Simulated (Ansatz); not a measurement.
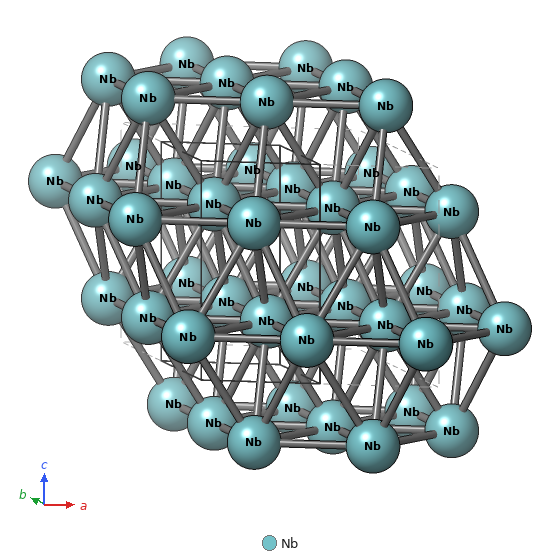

Nb (space group P6_3/mmc, No. 194). Coordinates: the geometry relaxed at fixed volume with Ansatz 0.2.0, DFT HSE06, scalar-relativistic, plane waves, PAW; the starting structure was generated, so it need not be a known form of this composition.

Bonds are taken as Nb–Nb below 3.5 Å; no other contact counts. Atoms with one bond or none are removed and atoms with two bonds are replaced by edges, until no such atom is left.

What kind of net remains, and which atoms are its nodes?

A uninodal 12-connected, three-periodic net: Nb is a 12-connected node.

Which named net is it?

It is the hcp net, known from hexagonal close packing.

Is the net interpenetrated?

It is a single net, without interpenetration.

Give the first eight terms of the coordination sequence (nodes one, two, three … edges away).

Nb: 12, 44, 96, 170, 264, 380, 516, 674.

Give the point symbol of each node (shortest cycle at each angle).

Nb: 3^24.4^33.5^9.

The simplified net, drawn on the atoms' positions. Nodes are coloured by element. Short stubs are edges that leave the cut-out.

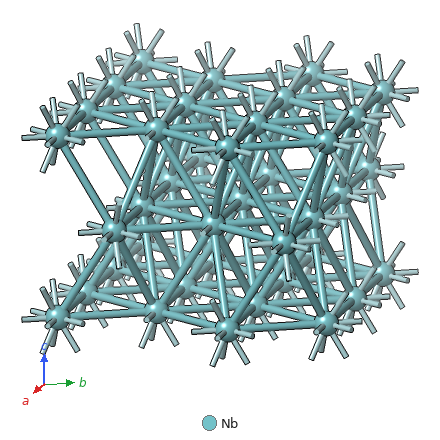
